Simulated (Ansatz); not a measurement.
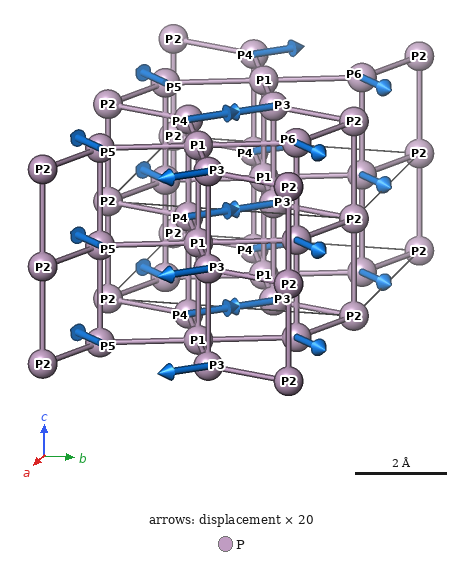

A relaxation of solid P (a generated structure, set up in P4/mbm) (coarse preliminary run). The starting structure is drawn; blue arrows show the displacements (the part carried along by the change of the cell is left out), 20 times their true length.

Style: ball-and-stick. Shown: the cell of the calculation, repeated 2 × 1 × 2 with one cell outlined, slightly off an axis.

Method: DFT PBE, scalar-relativistic, plane waves, PAW in Ansatz 0.2.0. Set-up: plane-wave cutoff 420 eV; k-point mesh 4 × 4 × 8; occupations gaussian; smearing width 0.1 eV; no spin polarisation; cell and atoms relaxed; force threshold 0.04 eV/Å; at most 70 steps.

Question: What did the optimiser do to the structure, and how much energy did it gain?

Answer: The largest moves relative to the cell, 0.066 Å, are those of P3, P4, P5 and P6. P3 goes along [1 −1 0]. The drawn cell changes as follows: a = b 5.637 → 6.177 Å (+9.6 %), c 2.234 → 2.488 Å (+11.4 %); the volume changes by +33.8 %. Among the contacts that change: P1–P1 2.234 → 2.488 Å, P1–P3 2.188 → 2.425 Å, P3–P4 2.181 → 2.259 Å. Bond angles that change, for instance: P1–P3–P2 131.3° → 128.5°. The space group stays P4/mbm (No. 127). The energy falls by 472 meV per atom in 6 accepted moves (8 points after the start). Largest force component: 0.39 eV/Å at the start, 0.0036 eV/Å at the end. The pressure goes from 48.82 to −0.04 GPa. The SCF was repeated twice at an unchanged geometry on a basis and grid sized afresh for the cell, which shifted the energy by 6.8 meV per atom at most. The run took 64 s on 1 thread of AMD EPYC (Zen 3), on a shared host, peak memory 0.39 GiB.
